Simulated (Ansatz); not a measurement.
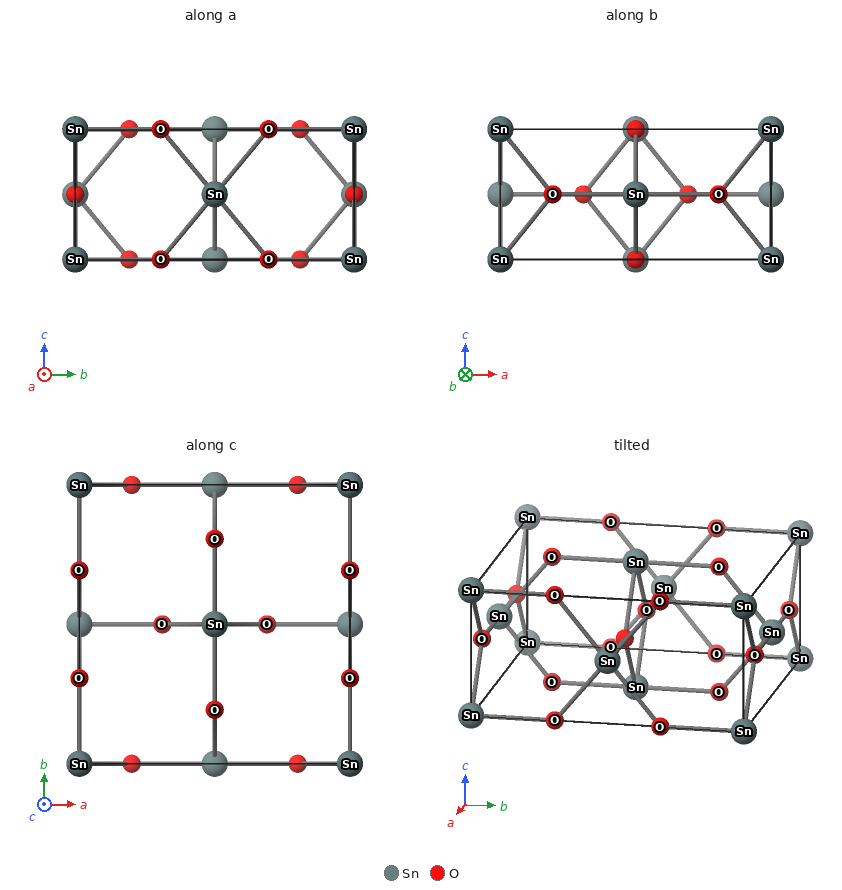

Structure drawing (ball-and-stick), viewed along the a axis, along the b axis, along the c axis and slightly off an axis. One conventional unit cell is outlined, and atoms on its boundary appear in each equivalent place.

Lattice parameters: a = 6.725 Å, b = 6.930 Å, c = 3.238 Å, α = 90.00°, β = 90.00°, γ = 90.00°. Put a along x and b in the xy plane.

Give the atomic positions as a POSCAR file, with free fractional coordinates to two decimals.

Answer.
```
Sn O
1.0
     6.725    0.000    0.000
     0.000    6.930    0.000
     0.000    0.000    3.238
Sn O
4 8
Direct
  0.00 0.00 0.00
  0.00 0.50 0.50
  0.50 0.50 0.00
  0.50 0.00 0.50
  0.00 0.31 0.00
  0.31 0.50 0.50
  0.69 0.50 0.50
  0.00 0.69 0.00
  0.50 0.81 0.00
  0.81 0.00 0.50
  0.19 0.00 0.50
  0.50 0.19 0.00
```

It goes back to a structure type known for this compound. The cell was then strained or its atoms displaced on purpose. It was the input of a calculation with Ansatz.
